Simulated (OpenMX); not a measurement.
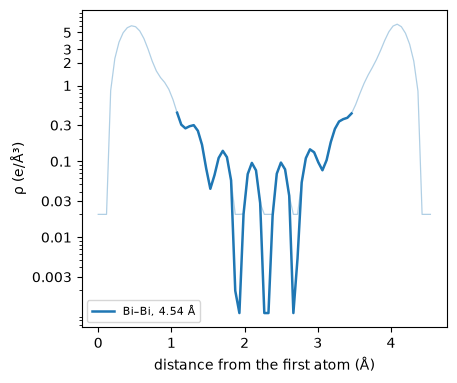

Bi (slab). Valence charge density (pseudo) along straight lines between neighbouring atoms. Thin, pale parts lie inside the atomic spheres.

The calculation used Kohn-Sham DFT of a periodic cell, PBE, OpenMX 2013 PBE set in OpenMX.

Core electrons are replaced by pseudopotentials, and the valence fields are smoothed inside the atomic spheres.

Input

```
System.CurrrentDirectory             ./
System.Name                          Bi
DATA.PATH                            ./DFT_DATA13
level.of.stdout                      1
level.of.fileout                     1
Species.Number                       2
<Definition.of.Atomic.Species
  Bi  Bi8.0-s3p2d2f1         Bi_PBE13
  E   H7.0-s2p1              E
Definition.of.Atomic.Species>

Atoms.Number                         7
Atoms.SpeciesAndCoordinates.Unit     FRAC
<Atoms.SpeciesAndCoordinates
    1  Bi    0.6666666667    0.3333333334    0.1940090020   7.500  7.500
    2  Bi    0.3333333333    0.6666666666    0.3470045010   7.500  7.500
    3  Bi    0.6666666667    0.3333333334    0.5000000000   7.500  7.500
    4  Bi    0.3333333333    0.6666666666    0.6529954990   7.500  7.500
    5  Bi    0.6666666667    0.3333333334    0.8059909980   7.500  7.500
    6  E     0.6666666667    0.3333333334    0.8629003052   0.000  0.000
    7  E     0.6666666667    0.3333333334    0.1370996948   0.000  0.000
Atoms.SpeciesAndCoordinates>

Atoms.UnitVectors.Unit               Ang
<Atoms.UnitVectors
     4.5390002997    0.0000000000    0.0000000000
    -2.2695001498    3.9308895674    0.0000000000
     0.0000000000    0.0000000000   38.6580000000
Atoms.UnitVectors>

scf.XcType                           GGA-PBE
scf.SpinPolarization                 off
scf.ElectronicTemperature            580.226
scf.energycutoff                     500.0
scf.maxIter                          100
scf.EigenvalueSolver                 band
scf.Kgrid                            7 7 1
scf.Mixing.Type                      rmm-diisk
scf.Init.Mixing.Weight               0.05
scf.Min.Mixing.Weight                0.001
scf.Max.Mixing.Weight                0.3
scf.Mixing.History                   25
scf.Mixing.StartPulay                8
scf.criterion                        1.0e-8
MD.Type                              nomd
```

Run with:

```sh
openmx Bi.dat -nt 1 > Bi.std
```

**What can be read from the curves?**

Bi–Bi (4.54 Å): ρ is about -0.01 e/Å³ halfway.
